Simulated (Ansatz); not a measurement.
```xyz
24
Lattice="6.6472 0.0000 6.6472 0.0000 6.6472 -6.6472 -3.3236 3.3236 3.3236" Properties=species:S:1:pos:R:3 pbc="T T T"
Si   -1.0170    8.9904   -0.9802
Si    2.3066    5.6668    2.3434
Si    5.6302    2.3431    5.6670
Si    0.9802    1.0170    2.3432
Si    0.9802    7.6643    2.3432
Si    4.3038    4.3407    5.6667
Si   -0.9939    0.9939    0.9939
Si   -0.9940    7.6411    0.9940
Si    2.3297    4.3175    4.3175
Si   -2.3450    5.6689    1.0151
Si    0.9785    2.3453    4.3388
Si    4.3021    5.6689    1.0151
Si   -2.3096    7.6306   -2.3464
Si    1.0140    4.3070    0.9772
Si    4.3376    0.9835    4.3008
Si   -0.9832    5.6331   -2.3462
Si    2.3404    2.3095    0.9774
Si    2.3404    8.9567    0.9774
Si    0.9909    5.6563   -0.9970
Si    4.3145    2.3326    2.3267
Si    4.3145    2.3327    8.9739
Si   -0.9816    4.3049    2.3054
Si    2.3420    7.6285   -1.0182
Si    5.6656    4.3049    2.3054
```

Space group R-3.

Level of theory: Ansatz, DFT r2SCAN, scalar-relativistic, plane waves, PAW.

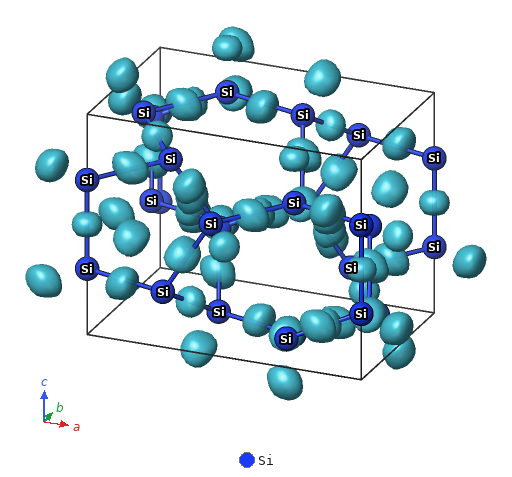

Si. Isosurface of the electron localisation function at 0.9 (cyan), seen slightly off an axis. Only the valence region is drawn (cores and ρ < 0.01 e/Å³ removed). Sticks mark near contacts.

Core electrons are frozen (PAW), and the valence fields are smoothed inside the atomic spheres.

### Identify the bonds, lone pairs and shells in this picture.

At this value the surface marks out 48 regions between bonded Si–Si atoms, counted in one cell of 24 atoms. Regions shared between cells count once. Along the contacts the grid gives the following. Si–Si (2.32 Å): the ELF peaks at about 0.95 between the atoms. Si–Si (2.39 Å): the ELF peaks at about 0.95 between the atoms.

### Does the calculation make it a metal, or give it a gap?

It is metallic or semimetallic at this level of theory: no gap opens.
